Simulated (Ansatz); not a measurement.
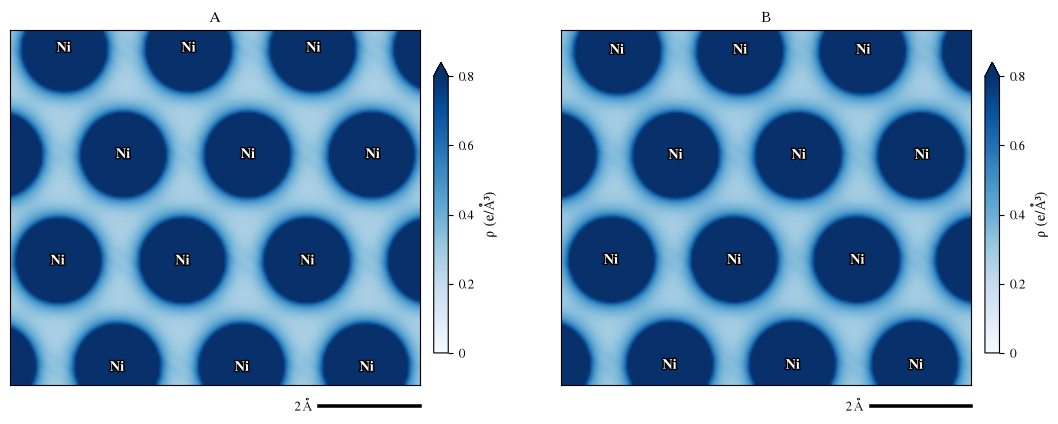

Ni. The valence electron density of two cells that differ in size, on the (11̄0) plane of each (indices in the axes of the calculation cell), at one length scale and on one colour scale: A has 11.0 Å³ an atom and B 10.5.

Theory: DFT, r2SCAN, plane waves (500 eV) with PAW, scalar-relativistic in Ansatz 0.2.0.

The density is the valence pseudo-density of a PAW calculation; it isn't the true density close to the nuclei.

The larger cell:

```cif
data_structure
_symmetry_space_group_name_H-M 'P 1'
_symmetry_Int_Tables_number 1
_cell_length_a 4.3383
_cell_length_b 4.3383
_cell_length_c 2.4858
_cell_angle_alpha 97.835
_cell_angle_beta 97.835
_cell_angle_gamma 147.513
_cell_volume 21.94
loop_
_atom_site_label
_atom_site_type_symbol
_atom_site_fract_x
_atom_site_fract_y
_atom_site_fract_z
_atom_site_occupancy
Ni1 Ni 0.00004 0.99996 0.00000 1
Ni2 Ni 0.74996 0.25004 0.50000 1
```

The smaller cell: a = 4.282 Å, b = 4.282 Å, c = 2.454 Å, α = 97.83°, β = 97.83°, γ = 147.51°.

**What does the compression do to the bonding and the properties?**

From the larger cell to the smaller, Ni–Ni goes from 2.43 to 2.40 Å, and the density at its midpoint from 0.34 to 0.36 e/Å³; the pressure goes from −8 to 0.0 GPa.
